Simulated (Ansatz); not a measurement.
Band-structure calculation, with input and output: GaN

GaN (2 atoms in the cell), computed with DFT, r2SCAN, plane waves, PAW, no spin polarisation (Ansatz 0.2.0).

The structure was built on a prototype by a generator. The geometry comes from this level: r2SCAN (a point of a series of strains). It belongs to a series of runs on one base structure; here: epitaxial_xy strain -2.3%. Figures and captions count atoms from 1; the log counts them from 0 in places.

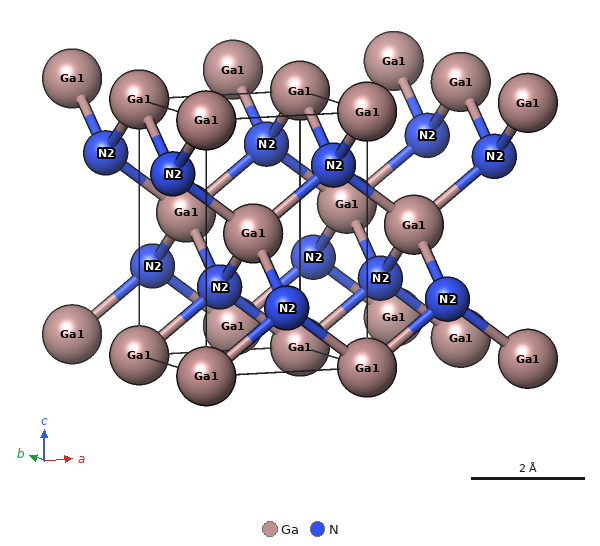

Figure 1. The structure as given in the input (ball-and-stick view of the cell 2 times as large as that of the calculation, set on its symmetry axes, repeated 2 × 2 × 1, seen slightly off an axis; atoms are numbered from 1 in the order of the input). Near neighbours in the crystal (not all of them lie inside the picture): Ga has 4 N at 1.93 Å; N has 4 Ga at 1.93 Å.

## Results in brief

```csv
quantity,value
outcome,converged
space group (tolerance 0.01 Å),I-4m2 (119)
electrons treated,18
free energy,−4176.3518 eV
Fermi energy,9.898 eV
gap on the k-point mesh,2.23 eV
pressure,4.52 GPa
largest force (length of the vector),under 0.001 eV/Å
hardware,"4 threads of an Arm (aarch64) CPU, shared host"
wall time,2.8 s (CPU time 10 s)
peak memory,0.4 GiB
```

## Input file
```yaml
crystal:
  lattice:
    - [0.0, 2.1976764236, 2.3021997344]
    - [2.1976764236, 0.0, 2.3021997344]
    - [2.1976764236, 2.1976764236, 0.0]
  atoms:
    - { symbol: Ga, position: [0.0, 0.0, 0.0] }
    - { symbol: "N", position: [0.25, 0.25, 0.25] }
kpoints:
  mp_grid: { grid: [10, 10, 10] }
  band_path:
    path:
      - [0.0, 0.0, 0.0]
      - [-0.5, -0.5, 0.0]
      - [-0.375, -0.375, 0.25]
      - [-0.375, 0.0, 0.375]
      - [0.0, 0.0, 0.5]
      - [-0.5, -0.25, 0.25]
    npoints: 1
hamiltonian:
  xc: r2scan
scf:
  occupations: { method: fixed }
  n_extra_bands: 4
output:
  forces: true
  stress: true
  eigenvalues: true
  write_density: true
  write_potential: true
  elf: true
  volumetric_format: npy
```

Launch command:
```bash
ansatz run input.yaml --threads 4 --pin off --max-ram 3686MiB --backend cpu --events-out ev --progress --plain --runs-dir out
```

## Log
```
scf.n_extra_bands = 4 over 9 filled bands (N_el = 18.0): the run solves 13 bands
Engine: ansatz 0.2.0, aarch64-unknown-linux-gnu
Pseudopotentials: kind: paw
Pseudopotential: Ga, paw, valence charge 13, recommended cutoff 500 eV (meta_gga), Ga.paw.azcp
Pseudopotential: N, paw, valence charge 5, recommended cutoff 500 eV (meta_gga), N.paw.azcp
Functional definition: r2SCAN
  parameter k0 = 0.174
  parameter k1 = 0.065
  parameter a1 = 4.9479
  exchange = r2scan_x(k0 = k0, k1 = k1, a1 = a1)
  correlation = r2scan_c
Crystal: 2 atoms, lattice volume = 22.238 Å³
Basis set: ecut = 500 eV, 553 PW (Γ), exchange–correlation on 96×96×96 points (64 copies of the dense FFT grid, shifted against one another)
Bands: 13, of which v1, the nominal top of the filled ones, is band 9 counted from 1 (8 counted from 0)
Symmetry: 8 space group operations
Space group: I-4m2 (ITA 119), of the structure as read, at distance tolerance 2.8e-5 Å
k-points: 102 of 1000 (time reversal used)
Non-local potential: Ga, projectors of the file, l = 0: 2, l = 1: 2, l = 2: 3, l = 3: 1
Non-local potential: N, projectors of the file, l = 0: 2, l = 1: 2, l = 2: 1
PAW form: soft (Blöchl's): semilocal exchange-correlation on the pseudo side does not see the compensation charge
PAW frozen core: Ga, regenerated for the run's functional (the file was generated under x = pbe(κ = 0.804, μ = 0.2195149727645171), c = pbe(β = 0.06672455060314922))
PAW frozen core: N, regenerated for the run's functional (the file was generated under x = pbe(κ = 0.804, μ = 0.2195149727645171), c = pbe(β = 0.06672455060314922))
PAW one-centre angular grid: Ga, 590 points (default); XC on 160 Gauss nodes
PAW one-centre angular grid: N, 302 points (default); XC on 160 Gauss nodes
Initial density: superposition of atomic densities (neutral atoms: chi_scale 0, normalization atom), corrected by the library's trained network
Initial wavefunctions: pseudopotential atomic-orbital guess
Functional: x = r2scan, c = r2scan; τ floored in thin density (d = 2e-4 eV/Å³)
SCF iter   1: F=—  HF=-4176.317998 eV  |F-HF|=—  |Δ(HF+E_count)|=         —  Δρ=1.26e-2  dr2=1.37e-2  dr2_τ=1.02e-1  ethr=1.77e-3  ⟨swp⟩=4.4  Hψ=6052  notcnv=0  defer=136
preconditioner: auto → none  [insulator: Δε(μ)=2.200 eV  Ē_g=20.107 eV  n_scr=8 (ndim 8)  ℏωp=33.4 eV  f_vac=0.000  ε∞_Penn≈3.8]
SCF iter   2: F=—  HF=-4176.351646 eV  |F-HF|=—  |Δ(HF+E_count)|=   3.36e-2  Δρ=4.61e-3  dr2=2.95e-3  dr2_τ=1.09e-4  ethr=7.61e-5  ⟨swp⟩=2.3  Hψ=3296  notcnv=0  defer=203
SCF iter   3: F=—  HF=-4176.351710 eV  |F-HF|=—  |Δ(HF+E_count)|=   6.48e-5  Δρ=3.20e-3  dr2=7.34e-4  dr2_τ=6.17e-5  ethr=1.64e-5  ⟨swp⟩=2.0  Hψ=2350  notcnv=0  defer=203
SCF iter   4: F=—  HF=-4176.351807 eV  |F-HF|=—  |Δ(HF+E_count)|=   9.67e-5  Δρ=7.38e-4  dr2=9.14e-5  dr2_τ=2.95e-5  ethr=4.08e-6  ⟨swp⟩=3.0  Hψ=2451  notcnv=0  defer=203
SCF iter   5: F=—  HF=-4176.351798 eV  |F-HF|=—  |Δ(HF+E_count)|=   8.77e-6  Δρ=1.42e-4  dr2=4.28e-6  dr2_τ=2.46e-7  ethr=5.08e-7  ⟨swp⟩=2.1  Hψ=1768  notcnv=0  defer=46
SCF iter   6: F=—  HF=-4176.351798 eV  |F-HF|=—  |Δ(HF+E_count)|=   7.19e-7  Δρ=9.84e-5  dr2=2.06e-6  dr2_τ=1.19e-7  ethr=2.38e-8  ⟨swp⟩=2.0  Hψ=2113  notcnv=0  defer=1
SCF iter   7: F=—  HF=-4176.351797 eV  |F-HF|=—  |Δ(HF+E_count)|=   2.78e-7  Δρ=4.86e-5  dr2=5.07e-7  dr2_τ=5.56e-9  ethr=1.15e-8  ⟨swp⟩=1.0  Hψ=1326  notcnv=0  defer=3
SCF iter   8: F=-4176.351797 eV  HF=-4176.351797 eV  |F-HF|=1.47e-8  |Δ(HF+E_count)|=   9.33e-8  Δρ=1.03e-5  dr2=2.36e-8  dr2_τ=1.93e-10  ethr=5.56e-10  ⟨swp⟩=7.8  Hψ=8842  notcnv=0
SCF 1 converged in 8 iterations: F = -4176.351797 eV  dr2 = 2.36e-8
  greatest PAW one-centre occupation: 0.995 electrons in one spin orbital (limit 2), on the Ga atom at site 0 (counted from 0), in its partial waves of l = 2
NSCF: frozen V_eff on 6 k-points
SCF converged after 8 iterations
Free energy (F): -4176.351797 eV
Harris-Foulkes:  -4176.351797 eV  (|F-HF|=1.47e-8)
Internal energy: -4176.351797 eV  (E = F + TS)
E sigma→0 (E₀):  -4176.351797 eV
Fermi energy:    9.897919 eV
--- Per-component energies (eV) ---
  E_band       = -9.430392
  E_kinetic    = 248.039996
  E_local      = -1929.880686  (includes V_loc(G=0)·N_el)
  E_nonlocal   = 476.443103
  E_hartree    = 892.100381
  E_xc         = -122.135828
  E_vxc        = -144.140026  (∫ρ·V_xc dr)
  E_paw        = -2137.143361  (= ΣΔE_a)
  E_vpaw       = -451.958564  (= ΣTr[D̂ρ^β])
  E_aug_tail   = -0.000023  (compensation charges beyond the density's cutoff)
  E_vtau       = 7.866938  (kinetic-family band-sum trace: ∫τ·v_τ [+ j·A + Jᵃ·Aᵃ] dr)
  E_ewald      = -1603.092744
  E_core_change = -0.682634  (= ΣΔE_core)
  E_smearing   = -0.000000  (= −TS)
  E_closure    = 0.000000  (closes the sum)
  Σ components = -4176.351797   (vs F -4176.351797, Δ=0.00e0)
--- Forces (eV/Å), atoms counted from 1 ---
  atom   1  Ga     0.00000000     0.00000000    -0.00000000
  atom   2  N     -0.00000000    -0.00000000     0.00000000
  max |Σ_I F_I| component: 1.39e-17 eV/Å
--- Stress (GPa, compression-positive) ---
        6.773073       0.000000       0.000000
        0.000000       6.773073       0.000000
       -0.000000       0.000000       0.017464
  P = ⅓ Tr σ = 4.5212 GPa (45.212 kbar)
--- Band table (eV; the first three rows and the last of 102) ---
  k-point 0: bands = ["-7.1577", "-4.1395", "-4.0856", "-4.0856", "-3.7338", "-3.7318", "9.6574", "9.8979", "9.8979", "12.1323", "21.0010", "21.0010", "21.1369"]
  k-point 1: bands = ["-7.0421", "-4.1169", "-4.0705", "-4.0537", "-3.7343", "-3.7335", "8.7212", "9.6215", "9.7963", "12.9717", "20.4877", "21.2056", "21.2776"]
  k-point 2: bands = ["-6.7449", "-4.0733", "-4.0349", "-3.9030", "-3.7368", "-3.7261", "6.8283", "9.3070", "9.5463", "14.1175", "19.6624", "21.4406", "21.5863"]
  k-point 101: bands = ["-5.9084", "-3.9704", "-3.7568", "-3.7568", "-3.6624", "-2.3615", "3.1371", "7.1877", "7.1877", "13.8380", "17.7834", "22.1647", "25.2554"]
```

## File bands.tsv
```
# k_distance	band_0	band_1	band_2	band_3	band_4	band_5	band_6	band_7	band_8	band_9	band_10	band_11	band_12
# fermi_ev = 9.897919
# lock_threshold_ev = 1e-6
# [0, 0, 0] at k_distance = 0.000000
# [-0.5, -0.5, 0] at k_distance = 1.364605
# [-0.375, -0.375, 0.25] at k_distance = 1.870012
# [-0.375, 0, 0.375] at k_distance = 2.738904
# [0, 0, 0.5] at k_distance = 3.607797
# [-0.5, -0.25, 0.25] at k_distance = 4.595931
# levels_relative_to = fermi_ev
# free_energy_ev = -4176.351797
# largest_residual_norms_ev = 3.122e-4 4.055e-4 6.062e-4 1.274e-3 7.693e-4 2.615e-4 3.587e-4 2.227e-4 6.585e-4 1.125e-3 9.775e-4 1.029e-3 9.762e-4
0.000000	-17.055627	-14.037467	-13.983520	-13.983520	-13.631708	-13.629690	-0.240470	0.000000	0.000000	2.234396	11.103100	11.103100	11.238993
1.364605	-15.806357	-13.868366	-13.654732	-13.654732	-13.560282	-12.259420	-6.760850	-2.710179	-2.710179	3.940074	7.885484	12.266822	15.357504
1.870012	-15.821161	-13.857069	-13.706279	-13.692630	-13.601205	-11.989474	-6.344505	-4.585351	-2.149246	5.767589	8.981490	11.626551	14.064600
2.738904	-15.805273	-13.866264	-13.725014	-13.700117	-13.581323	-11.870208	-6.035953	-4.547333	-2.511262	5.303927	8.539863	12.144402	13.682582
3.607797	-16.013384	-13.919342	-13.880101	-13.596978	-13.565507	-12.474730	-7.416663	-1.301161	-0.922215	5.244308	9.532814	10.804260	11.456215
4.595931	-15.801542	-13.821871	-13.792553	-13.638610	-13.615473	-11.814764	-6.024969	-3.974101	-3.909839	6.842167	9.345794	11.488240	11.969000
```

## File rho_z.tsv
```
# z_ang	rho[e/angstrom^3]
# format = ansatz-planar-average/11
# lattice	0.000000000	2.197676424	2.302199734
# lattice	2.197676424	0.000000000	2.302199734
# lattice	2.197676424	2.197676424	0.000000000
# sites	2
# site	31	0.000000000	0.000000000	0.000000000
# site	7	1.098838212	1.098838212	1.151099867
0.000000	2.228994e0
0.129499	2.098574e0
0.258999	1.705050e0
0.388498	1.304351e0
0.517997	1.036623e0
0.647497	8.897746e-1
0.776996	8.002477e-1
0.906495	7.235069e-1
1.035995	6.403127e-1
1.165494	5.458781e-1
1.294993	4.468814e-1
1.424493	3.564008e-1
1.553992	2.839028e-1
1.683491	2.311230e-1
1.812991	1.960421e-1
1.942490	1.772541e-1
2.071989	1.748875e-1
2.201489	1.918562e-1
2.330988	2.373946e-1
2.460487	3.354985e-1
2.589987	5.358499e-1
2.719486	8.999153e-1
2.848985	1.426812e0
2.978484	1.958865e0
```

## File v_z.tsv
```
# z_ang	v_es[eV]	v_tot[eV]
# format = ansatz-planar-average/11
# xc	r2scan
# density_cutoff_ev	2000
# datasets	Ga=:simpson_from_first_knot:soft:shift=0	N=:simpson_from_first_knot:soft:shift=0
# lattice	0.000000000	2.197676424	2.302199734
# lattice	2.197676424	0.000000000	2.302199734
# lattice	2.197676424	2.197676424	0.000000000
# sites	2
# site	31	0.000000000	0.000000000	0.000000000
# site	7	1.098838212	1.098838212	1.151099867
0.000000	2.935895e0	-1.043400e1
0.129499	1.912811e0	-1.198000e1
0.258999	7.505569e-1	-1.355921e1
0.388498	-2.892949e-1	-1.479399e1
0.517997	-9.265953e-1	-1.533054e1
0.647497	-9.153817e-1	-1.506338e1
0.776996	-1.107174e-1	-1.391282e1
0.906495	1.473458e0	-1.184761e1
1.035995	3.630580e0	-9.133196e0
1.165494	5.996821e0	-6.164730e0
1.294993	8.222803e0	-3.195264e0
1.424493	1.008987e1	-5.096881e-1
1.553992	1.139312e1	1.539445e0
1.683491	1.195709e1	2.738057e0
1.812991	1.184609e1	3.064347e0
1.942490	1.126134e1	2.728764e0
2.071989	1.024762e1	1.834225e0
2.201489	8.939117e0	4.131867e-1
2.330988	7.595347e0	-1.260190e0
2.460487	6.404489e0	-3.005877e0
2.589987	5.444241e0	-4.833104e0
2.719486	4.700107e0	-6.489186e0
2.848985	4.142926e0	-7.807306e0
2.978484	3.649646e0	-9.044970e0
```

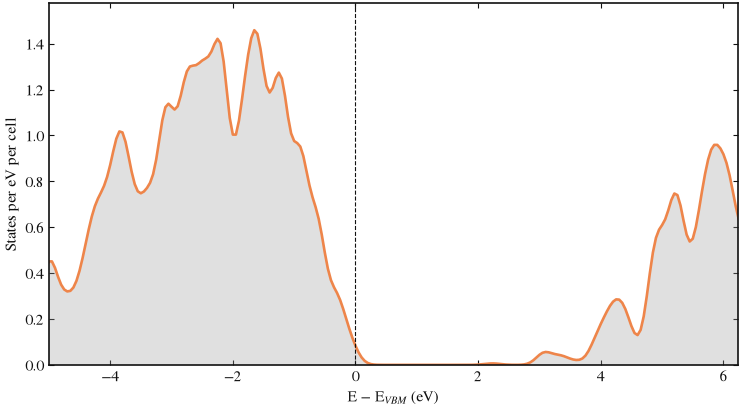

Figure 2. Density of states (the curve is built from the levels of the k mesh with Gaussians 0.3 eV wide, which also blur the band edges), with energies from the valence-band top. There is a gap of 2.23 eV on the k-point mesh. Small ripples come from the finite k-point mesh.

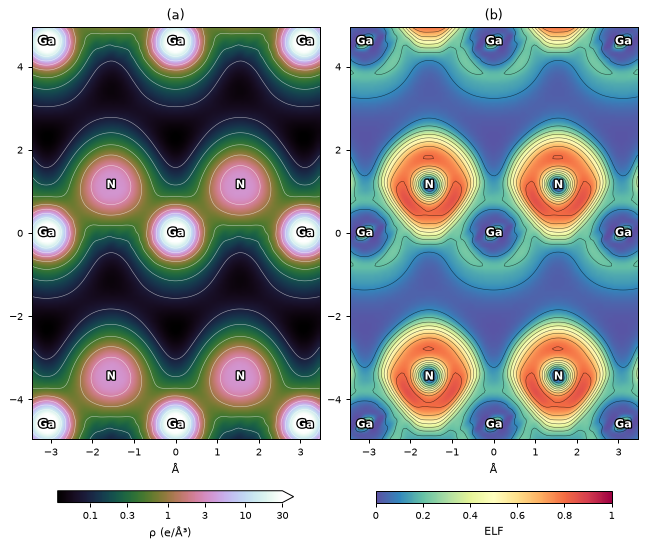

Figure 3. (a) valence electron density; (b) electron localisation function on the (010) plane of the conventional cell. The plane passes through Ga and N nuclei. Ga–N (1.93 Å): ρ at the midpoint is about 0.76 e/Å³; the ELF is about 0.50 at the midpoint. Away from the nuclei the density in this plane falls to 0.04 e/Å³ at its lowest. The fields are those of the smooth PAW valence density.

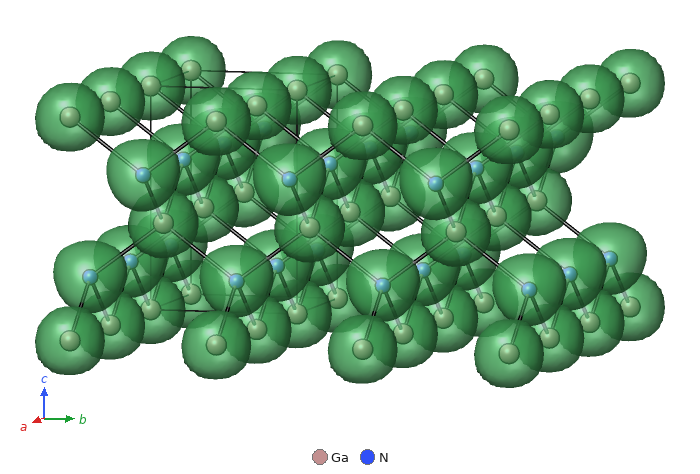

Figure 4. Isosurface of the valence charge density (pseudo) at 1 e/Å³ (green), seen slightly off an axis. Sticks mark near contacts. The outline is the cell set on symmetry axes. At this value the density breaks into separate islands; it holds about 70 % of the electrons treated as valence (semicore included). It is pinched off along the Ga–N (1.93 Å) contacts. On the grid the lowest density along these lines, outside the cores, is 0.74 e/Å³ (Ga–N, 1.93 Å).
